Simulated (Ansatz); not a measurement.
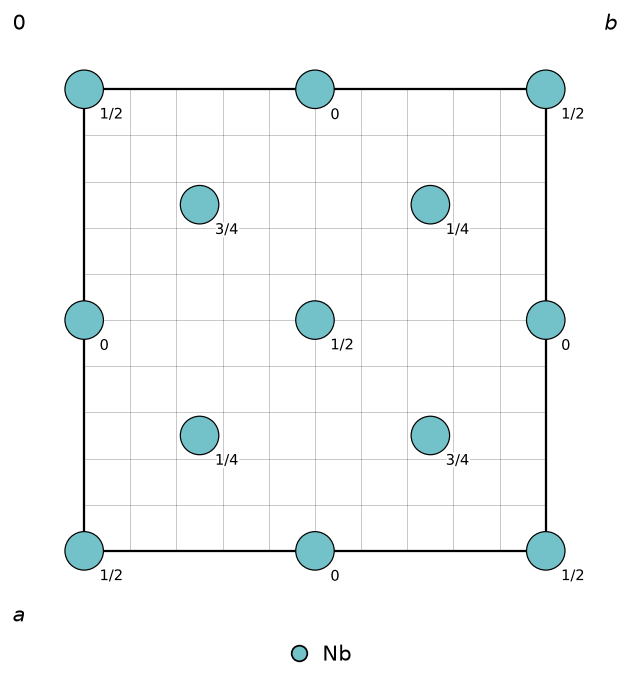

Plan of a unit cell projected along c (a down the page, b across); the numbers are heights as fractions of c, and atoms on the cell's edges are repeated. The grid marks tenths of a and b. Source: the end point of a relaxation with Ansatz 0.2.0, DFT, RPBE, plane waves (420 eV) with PAW, scalar-relativistic; the starting structure was generated, so it need not be a known form of this composition. Geometry calculated from the standardised cell; symmetry tolerance 0.002 Å.

a = 5.969 Å, b = 5.969 Å, c = 5.969 Å, α = 90.00°, β = 90.00°, γ = 90.00°.

What does the cell contain?

8 Nb: Nb, Z = 8.

Which space group?

Fd-3m (No. 227, origin choice 1), face-centred cubic.

Give the independent sites, coordinates to two places.

```
atom  site  symmetry     x     y     z
  Nb    8b      -43m  0.75  0.75  0.75
```
